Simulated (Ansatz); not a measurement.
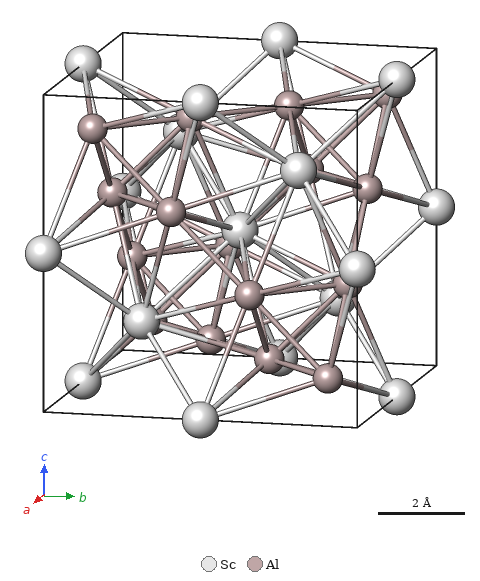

Lattice vibrations of a crystal of ScAl$_{2}$, at the zone centre. The picture is a ball-and-stick view of the conventional cell (4 times the calculation's cell), seen slightly off an axis. Lengths and directions refer to the drawn axes.

All numbers below come from DFT PBEsol, scalar-relativistic, plane waves, PAW in Ansatz. (plane-wave cutoff 420 eV; k-point mesh 8 × 8 × 8; occupations fermi dirac; smearing width 0.15 eV; no spin polarisation)

The frequencies depend somewhat on the k-mesh and the smearing.

**List the optical modes.**

The calculation's cell holds 6 atoms, so there are 15 optical modes, in 6 levels. The optical modes span T₂u + T₂g + 2T₁u + E_u + A₂u. No level is unstable.

```json
{"level": "1", "symmetry": "T₂u", "frequency (cm⁻¹)": "159", "activity": "silent"}
{"level": "2", "symmetry": "T₂g", "frequency (cm⁻¹)": "195", "activity": "Raman-active"}
{"level": "3", "symmetry": "T₁u", "frequency (cm⁻¹)": "204", "activity": "infrared-active"}
{"level": "4", "symmetry": "E_u", "frequency (cm⁻¹)": "266", "activity": "silent"}
{"level": "5", "symmetry": "T₁u", "frequency (cm⁻¹)": "353", "activity": "infrared-active"}
{"level": "6", "symmetry": "A₂u", "frequency (cm⁻¹)": "472", "activity": "silent"}
```

The crystal is a metal, so free carriers screen the infrared response.

The modes drawn as arrows (one member of each degenerate set):

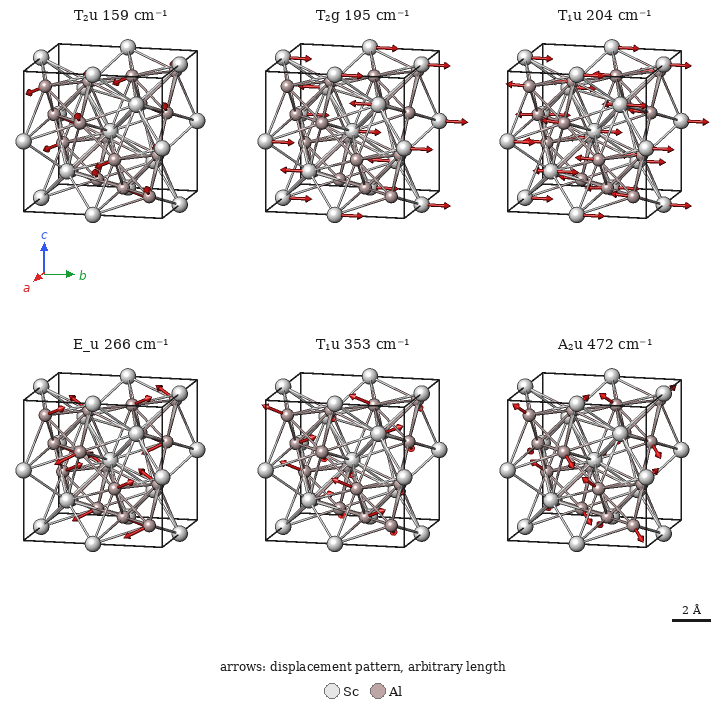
